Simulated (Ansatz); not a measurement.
A structure file:

```cif
data_structure
_symmetry_space_group_name_H-M 'I 4/m m m'
_symmetry_Int_Tables_number 139
_cell_length_a 4.0339
_cell_length_b 4.0339
_cell_length_c 5.4935
_cell_angle_alpha 90.000
_cell_angle_beta 90.000
_cell_angle_gamma 90.000
_cell_volume 89.39
loop_
_atom_site_label
_atom_site_type_symbol
_atom_site_symmetry_multiplicity
_atom_site_Wyckoff_symbol
_atom_site_fract_x
_atom_site_fract_y
_atom_site_fract_z
_atom_site_occupancy
Al1 Al 4 d 0.00000 0.50000 0.75000 1
Cu1 Cu 2 a 0.00000 0.00000 0.00000 1
```

Say what kind of structure these coordinates give.

Answer. The solid is Al2Cu. It is body-centred tetragonal, space group I4/mmm (No. 139). Cell content 4 Al, 2 Cu; Z = 2.

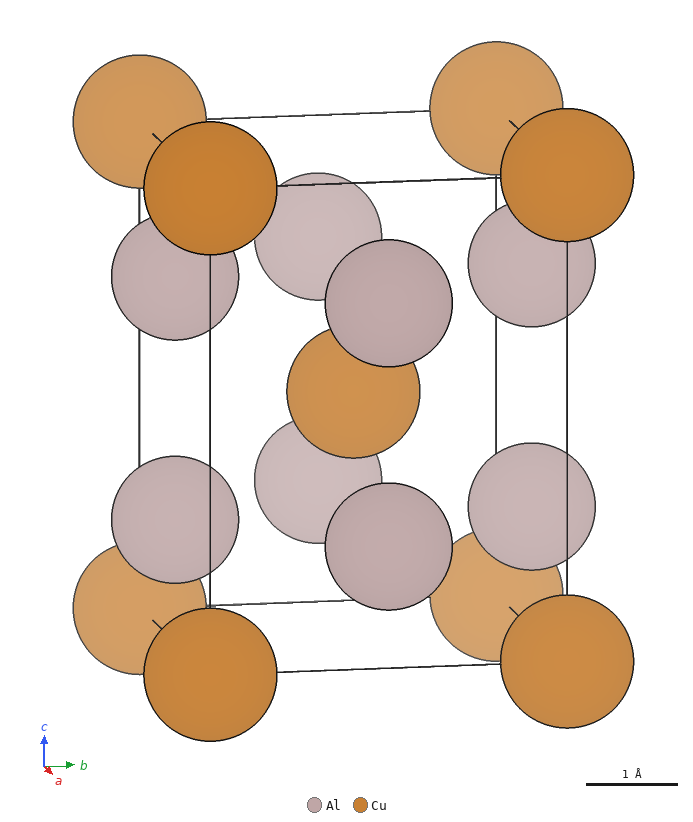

We look at a spheres-only model of the crystal slightly off an axis. The wireframe shows the conventional unit cell.

It goes back to a structure listed in the Materials Project. The cell was then strained or its atoms displaced on purpose. Ansatz was used for an electronic-structure calculation on it.

At this level of theory the cell isn't at rest (compressed, at 9 GPa), so its distances can differ from those at equilibrium, the more so the softer the solid.
